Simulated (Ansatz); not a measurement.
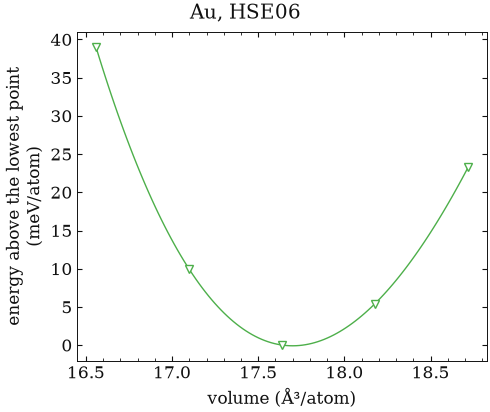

The picture above shows the energy above the lowest point against volume for Au, space group Fm-3m (No. 225) (one of a set of cubic test structures, which need not be the stable phase).

Computed with Ansatz 0.2.0 development build: equation of state of a cubic crystal from periodic Kohn-Sham density functional theory without spin, third-order Birch-Murnaghan fit to the free energies; pressure corrected for the finite basis. Level: HSE06, no spin-orbit coupling.

- structure type: fcc
- atoms in cell: 1
- space group number: 225
- lattice centring: face-centred primitive
- k mesh: 6×6×6
- occupation method: Fermi–Dirac
- occupation width: 0.1 eV
- wave cutoff: 700 eV
- datasets: hard PAW
- density tolerance: 0 eV
- bands: 21
- density cutoff ratio: 4
- search for lower states: default
- exchange singularity: regularized

Q: What equilibrium volume and bulk modulus follow from the curve?

A: A third-order Birch–Murnaghan fit gives V0 = 17.70 Å³/atom, B0 = 146 GPa and B′ = 6.1.

Caveats: coarse k-mesh, values are not converged in k; pseudopotentials made with PBE, not this functional.
